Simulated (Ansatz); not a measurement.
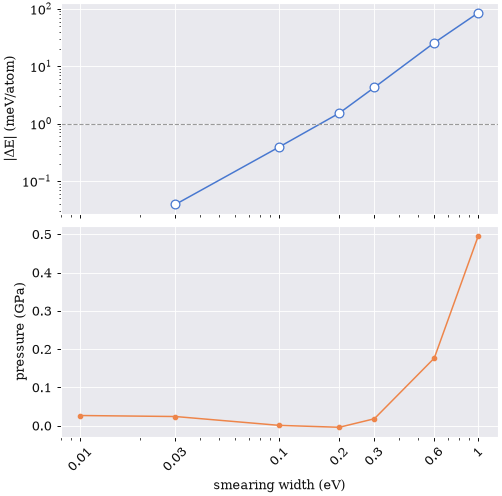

Scan of the smearing width.
- system: Mg (P6_3/mmc, 2 atoms in the cell)
- method: DFT, r2SCAN, plane waves (500 eV) with PAW, scalar-relativistic (Ansatz); 11×11×6 k-mesh, Gaussian smearing
ΔE is the free energy less its value at the smallest setting, 0.01 eV.
Dashed lines or grey bands mark the tolerance: 1 meV/atom.
On logarithmic panels, open markers lie below the reference value and filled ones above.

**From which setting is the free energy converged to 1 meV/atom?**

The free energy is within 1 meV/atom of the smallest setting's value from 0.1 eV down. It is off by 86 meV/atom at 1 eV, 4.3 meV/atom at 0.3 eV and 1.5 meV/atom at 0.2 eV (always below it). The free energy falls with the width because it holds the −TS term of the fractional occupations.

**And the pressure, to 0.1 GPa?**

The pressure is within 0.1 GPa of the smallest setting's value from 0.3 eV down. It is 0.50 GPa at 1 eV, 0.18 GPa at 0.6 eV and 0.03 GPa at 0.01 eV.
